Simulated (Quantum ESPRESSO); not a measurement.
**WS2: projected density-of-states run (part 3 of 3)**

The same run, continued: WS2 (P1, 3 atoms in the cell); Kohn-Sham DFT of a periodic cell, BLYP with D3, GBRV 1.5 PBE, no spin polarisation (Quantum ESPRESSO 7.5); cutoff 612.26 eV, 8×8×2 k-mesh, cold smearing of 0.2 eV. The structure derives from a Materials Project entry.

Geometry of the input (Å; fractional positions):
```
3.1835  0.0000  0.0000
-1.5918  2.7570  0.0000
0.0000  0.0000  16.9506
W  0.2606  0.6642  0.9856
S  0.7030  0.3346  0.9152
S  0.7030  0.3346  0.0992
```

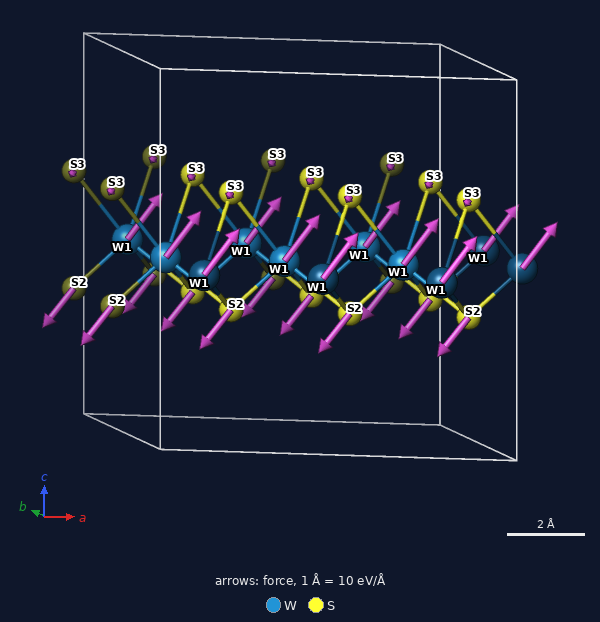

Forces on the atoms as pink arrows (ball-and-stick view of the 3 × 2 repeat of the cell, with the vacuum cut short, seen slightly off an axis; neighbours outside the cell are drawn fainter; atoms are numbered from 1 in the order of the input). The largest act on W1 (15.56 eV/Å); S2 (13.49 eV/Å). The geometry is not a stationary point of this energy.

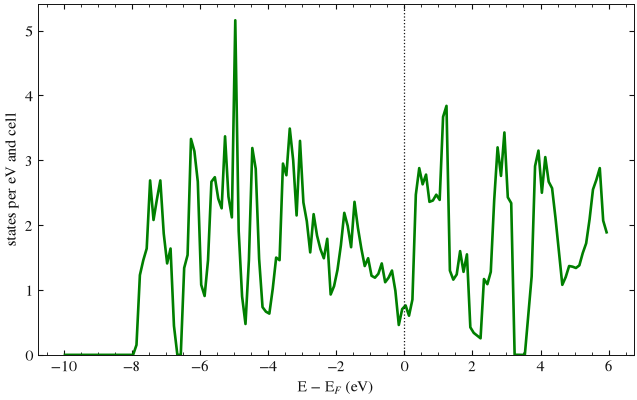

Density of states from the levels on the mesh of the run, whose fine structure reflects that mesh, with energies from the Fermi level of the run. At the top of the window the curve may fall because the computed bands end.

Results in brief

| quantity | value |
| --- | --- |
| outcome | converged |
| space group (tolerance 0.01 Å) | P1 (1) |
| electrons treated | 26 |
| free energy | −2814.1091 eV |
| Fermi energy | 1.560 eV |
| gap on the k-point mesh | none (metallic) |
| pressure | 10.49 GPa |
| largest force (length of the vector) | 15.564 eV/Å |
| wall time | 2.9 min |
| peak memory | 0.89 GiB |

Further notes kept with the run: potentials made for another functional. Notes on the run: negative rho. Points of doubt noted for this run: potentials made for another functional. Spin–orbit coupling is left out, which matters for W. The cell is under a pressure of 10.5 GPa at this level, so it is not at its equilibrium volume.
